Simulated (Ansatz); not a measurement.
# How well the gap of P2Ir (P2_1/c) can be computed, part 3 of 3

Aim: a best estimate of the quasiparticle gap of P2Ir (P2_1/c), with each correction and its cost laid out.

Ansatz 0.2.0; density functionals, hybrids, G0W0, plane waves, PAW. Known limits of the many-body steps: not at the basis limit; no spin polarisation; d states lean on the start; no spin-orbit coupling; coarse k mesh.

So far. Step 11 (G0W0@LDA, 2×2×2 mesh, 391 empty bands, screening to 96 …): Against the run with 4×2×4 mesh, 391 empty bands, screening to 96 eV, the gap moves by −0.009 eV. Step 12 (G0W0@HSE06, 4×2×4 mesh, 391 empty bands, screening to …): Against the run with 4×2×4 mesh, 391 empty bands, screening to 96 eV on LDA, the gap moves by +0.22 eV, while the start moved by +0.52 eV.

In doubt: masses and optical values from hybrid runs of this build are listed as unsure (step 12), which bears on the screening that GW takes from such a start.

### Step 13. G0W0@LDA, 4×2×4 mesh, 391 empty bands, screening to 96 eV, plasmon pole

A plasmon pole stands in for the full frequency dependence of the screening; this run shows what that costs in accuracy.

This step: G0W0 on LDA, plane waves, PAW.

input.yaml

```yaml
crystal:
  lattice:
    - [5.7723350975, 0.0, 0.0]
    - [0.0, 5.80673151, 0.0]
    - [-2.1284997265, 0.0, 5.4731408836]
  atoms:
    - { symbol: P, position: [0.1580067, 0.88188186, 0.87028772] }
    - { symbol: P, position: [0.8419933, 0.38188186, 0.62971228] }
    - { symbol: P, position: [0.8419933, 0.11811814, 0.12971228] }
    - { symbol: P, position: [0.1580067, 0.61811814, 0.37028772] }
    - { symbol: P, position: [0.33432299, 0.37720527, 0.18854639] }
    - { symbol: P, position: [0.66567701, 0.87720527, 0.31145361] }
    - { symbol: P, position: [0.66567701, 0.62279473, 0.81145361] }
    - { symbol: P, position: [0.33432299, 0.12279473, 0.68854639] }
    - { symbol: Ir, position: [0.27186641, 0.49883041, 0.79157869] }
    - { symbol: Ir, position: [0.72813359, 0.99883041, 0.70842131] }
    - { symbol: Ir, position: [0.72813359, 0.50116959, 0.20842131] }
    - { symbol: Ir, position: [0.27186641, 0.00116959, 0.29157869] }
kpoints:
  mp_grid: { grid: [4, 2, 4] }
hamiltonian:
  xc: lda
scf:
  occupations: { method: fixed }
gw:
  n_empty_bands: 391
  ecut_chi: 96
  qp_bands: [v4, c4]
  qp_kpoints: band_edges
  screening: { model: godby_needs }
```

On the command line:

```sh
$ ansatz run input.yaml --threads 24 --pin off --max-ram 82944MiB --backend cuda --events-out ev --progress --plain --runs-dir out --devices 1 --max-vram 78GiB
```

Numbers of over 12 decimals in the logs are rounded to 6 here.

Output:

```text
GPUs: using 1 of 1 available (devices: 1).
[...]
Crystal: 12 atoms, lattice volume = 183.451 Å³
Basis set: ecut = 420 eV, 3599 PW (Γ)
Bands: 66, of which v1, the nominal top of the filled ones, is band 54 counted from 1 (53 counted from 0)
Symmetry: 4 space group operations
[...]
k-points: 20 of 32
[...]
12    57     15.6483   -17.3103    -3.4941   -21.5378  0.7961    16.3837    16.3817  root
[...]
19    55     15.3787   -18.4357    -3.3134   -22.5189  0.7968    16.1505    16.1485  root
    19    56     15.3787   -18.4357    -3.3134   -22.5189  0.7968    16.1505    16.1485  root
    19    57     16.1470   -14.1272    -3.7660   -18.4672  0.7920    16.7221    16.7210  root
    19    58     16.1470   -14.1272    -3.7660   -18.4672  0.7920    16.7221    16.7210  root
[key lines of the parts left out:]
SCF converged after 7 iterations
Free energy (F): -52470.924009 eV
Fermi energy:    13.767467 eV
```

The job ended after 14 s (1 × NVIDIA GB200 (shared by 2 runs) with 24 threads of Arm Neoverse V2, shared host; peak memory 2.7 GiB).

This step gave:

```
bands summed                                 : 445
plasmon-pole fit frequency                   : 28.49 eV
RPA ε∞ on this mesh (eigenvalues)            : 15.87, 17.57, 18.90
plane waves in the screening matrix          : 399
G0W0 gap on the mesh                         : 1.191 eV
k of the valence top                         : -0.5, 0, 0
k of the conduction bottom                   : 0, 0, 0
starting gap on the mesh                     : 0.6132 eV
least direct G0W0 gap on the computed points : 2.068 eV
```

Against the run with 4×2×4 mesh, 391 empty bands, screening to 96 eV, the gap moves by +0.05 eV.

### Step 14. G0W0@LDA, 4×2×4 mesh, 391 empty bands, screening to 96 eV, hard PAW files

Other atomic data (hard PAW) test the pseudisation: the cutoff goes from 420 to 620 eV and the valence electrons from 108 to 164, which opens shells that were frozen.

input.yaml: that of step 13 with these lines changed.

```diff
@@ -22,2 +22,3 @@
   xc: lda
+  pseudopotentials: { kind: paw, source: ansatz }
 scf:
@@ -29,2 +30,2 @@
   qp_kpoints: band_edges
-  screening: { model: godby_needs }
+  screening: { model: contour_deformation }
```

Output:

```text
GPUs: using 1 of 1 available (devices: 1).
[...]
Crystal: 12 atoms, lattice volume = 183.451 Å³
Basis set: ecut = 620 eV, 6449 PW (Γ)
Bands: 99, of which v1, the nominal top of the filled ones, is band 82 counted from 1 (81 counted from 0)
Symmetry: 4 space group operations
[...]
k-points: 20 of 32
[...]
12    84     16.7163   -15.9471    -3.2459   -19.7509  0.7701    17.2786    17.2742  root
    12    85     17.0942   -17.3045    -3.5365   -21.5172  0.7694    17.7764    17.7704  root
[...]
19    83     16.8249   -18.4341    -3.3452   -22.4991  0.7739    17.5512    17.5447  root
    19    84     16.8249   -18.4341    -3.3452   -22.4991  0.7739    17.5512    17.5447  root
    19    85     17.5924   -14.1171    -3.8226   -18.4521  0.7580    18.1099    18.1047  root
    19    86     17.5924   -14.1171    -3.8226   -18.4521  0.7580    18.1099    18.1047  root
[key lines of the parts left out:]
SCF converged after 9 iterations
Free energy (F): -90823.295563 eV
```

The job ended after 18 s (1 × NVIDIA GB200 (shared by 2 runs) with 24 threads; peak memory 3.2 GiB; 65 s of CPU time).

This step gave:

```
bands summed                                 : 473
RPA ε∞ on this mesh (eigenvalues)            : 15.88, 17.57, 18.90
plane waves in the screening matrix          : 399
G0W0 gap on the mesh                         : 1.141 eV
k of the valence top                         : -0.5, -0.5, -0.5
k of the conduction bottom                   : 0, 0, 0
starting gap on the mesh                     : 0.6129 eV
least direct G0W0 gap on the computed points : 2.014 eV
```

Against the run with 4×2×4 mesh, 391 empty bands, screening to 96 eV, the gap moves by +0.002 eV.

### Step 15. G0W0@r2SCAN, 4×2×4 mesh, 391 empty bands, screening to 96 eV

This step: G0W0 on r2SCAN, plane waves, PAW.

input.yaml: that of step 14 with these lines changed.

```diff
@@ -21,4 +21,3 @@
 hamiltonian:
-  xc: lda
-  pseudopotentials: { kind: paw, source: ansatz }
+  xc: r2scan
 scf:
```

Output:

```text
GPUs: using 1 of 1 available (devices: 1).
[...]
Crystal: 12 atoms, lattice volume = 183.451 Å³
Basis set: ecut = 500 eV, 4651 PW (Γ), exchange–correlation on 180×180×180 points (64 copies of the dense FFT grid, shifted against one another)
Bands: 66, of which v1, the nominal top of the filled ones, is band 54 counted from 1 (53 counted from 0)
Symmetry: 4 space group operations
[...]
k-points: 20 of 32
[...]
12    56     15.5651   -16.0407    -3.1850   -19.6630  0.7786    16.0046    16.0023  root
    12    57     16.0409   -17.2339    -3.5343   -21.2746  0.7790    16.5504    16.5473  root
[...]
19    55     15.7798   -18.3751    -3.3904   -22.3230  0.7825    16.3408    16.3373  root
    19    56     15.7798   -18.3751    -3.3904   -22.3230  0.7825    16.3408    16.3373  root
    19    57     16.4458   -14.1822    -3.6977   -18.2561  0.7682    16.8244    16.8220  root
    19    58     16.4458   -14.1822    -3.6977   -18.2561  0.7682    16.8244    16.8220  root
[key lines of the parts left out:]
SCF converged after 7 iterations
Free energy (F): -53878.069810 eV
```

It took 12 s on 1 × NVIDIA GB200 (shared by 2 runs) with 24 threads; peak memory 3.5 GiB; 52 s of CPU time.

Numbers from this step:

```
bands summed                                 : 445
RPA ε∞ on this mesh (eigenvalues)            : 13.93, 15.44, 16.19
plane waves in the screening matrix          : 399
G0W0 gap on the mesh                         : 1.246 eV
k of the valence top                         : -0.5, 0, 0
k of the conduction bottom                   : 0, 0, 0
starting gap on the mesh                     : 0.7131 eV
least direct G0W0 gap on the computed points : 2.141 eV
```

Against the run with 4×2×4 mesh, 391 empty bands, screening to 96 eV on HSE06, the gap moves by −0.12 eV, while the start moved by −0.42 eV.

### Step 16. The ladder

Times are wall times on 1 × NVIDIA GB200 (shared by 2 runs) with 24 threads of Arm Neoverse V2, shared host, good to a factor of about two. G0W0 rows are gaps on the mesh, lowered by the amount that the mesh misses the start's edges, a rough step that assumes the same correction there.

```
                                   level  gap (eV)  least direct gap (eV)   time
                                     LDA      0.62                   1.53  1.9 s
                                 LDA+SOC      0.61                   1.42  1.8 s
                                  r2SCAN      0.72                   1.71  1.6 s
                                   HSE06      1.13                   2.17   12 s
                                    PBE0      1.78                   2.85   13 s
              G0W0@LDA (138 empty bands)      1.10                      -  5.6 s
              G0W0@LDA (391 empty bands)      1.14                      -   11 s
              G0W0@LDA (843 empty bands)      1.15                      -   42 s
       G0W0@LDA (391 empty bands, 2×2×2)      1.13                      -  2.8 s
            G0W0@HSE06 (391 empty bands)      1.36                      -   46 s
G0W0@LDA (391 empty bands, plasmon pole)      1.19                      -   14 s
    G0W0@LDA (391 empty bands, hard PAW)      1.14                      -   18 s
           G0W0@r2SCAN (391 empty bands)      1.25                      -   12 s
```

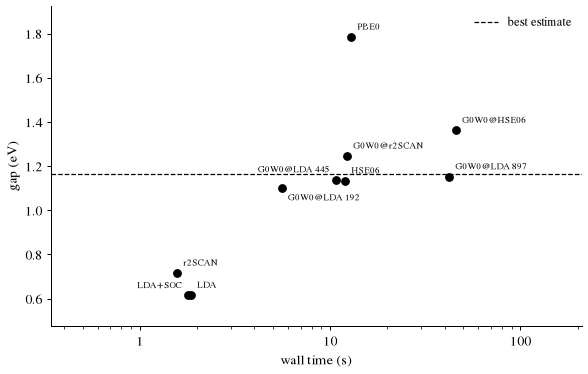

Result against wall time.

### Step 17. Adding up the best estimate

```
                                                                   term      eV  running total (eV)
                                             G0W0 on the mesh, top rung   1.152               1.152
to the limit, by a line in one over the bands through the two top rungs  +0.013               1.166
                                            spin-orbit change, from LDA  −0.002               1.164
```

Changes that are not added in, each against a run with equal bands and cutoff:

```
                                                 change      eV
the coarser 2×2×2 mesh (change of the correction alone)  +0.001
                                            start HSE06   +0.22
                plasmon pole in place of full frequency   +0.05
                                         hard PAW files  +0.002
                                           start r2SCAN   +0.11
```

### Step 18. Outcome

```
LDA gap                                        : 0.62 eV, indirect
HSE06                                          : 1.13 eV
PBE0                                           : 1.78 eV
G0W0, top rung on the mesh                     : 1.15 eV
best estimate, G0W0@LDA with spin-orbit change : 1.16 eV
GW settings of the top rung                    : 4×2×4 mesh, 843 empty bands, screening to 160 eV
known limits                                   : one-shot GW, static lattice; no spin polarisation; d states lean on the start; coarse k mesh
```

**Reading.** The best estimate for G0W0@LDA is 1.16 eV, indirect by LDA+SOC, against 0.61 eV at the start (both with spin-orbit coupling). The pair of rungs below gives a limit +0.003 eV away. Of the changes left open the largest, +0.22 eV, comes from starting at HSE06. Among the functionals HSE06 comes nearest: −0.03 eV from the estimate. The RPA ε∞ on the GW mesh averages 17.3 against 16.8 from perturbation theory, which takes a denser mesh of its own and holds the xc response as well. All runs took 3.2 min, 79 % of it in G0W0. The 4×2×4 mesh is coarse for this cell (its supercell is 12 Å along the shortest edge). The RPA ε∞ on it, from the LDA start, is 15.78, 17.46 and 18.80; such meshes misread the long-range screening, most where the gap is narrow. The runs have no spin polarisation. For a closed low-spin shell that is the natural state; where a d or f shell is open it is a constraint, and the gap is then not the crystal's own. With d states at the gap, one-shot GW leans hard on its start.

[Paths, hosts, dates, memory and timing lines, banners, echoed tables and standing remarks are left out of the program output.]

[Logs are printed without paths, hosts, clocks, repeated set-up lines and the standing remarks that a program may print on its own settings, such as how far it seeks lower states.]

[Runs of the session that timed out or met a known fault of the program may be left out.]

[Cells called generated may have been cut or substituted from an entry of the Crystallography Open Database or the Materials Project.]

[Hosts, paths, dates, database ids (printed as entryN), source tags and the programs' standing remarks are cut or masked in the printed files.]
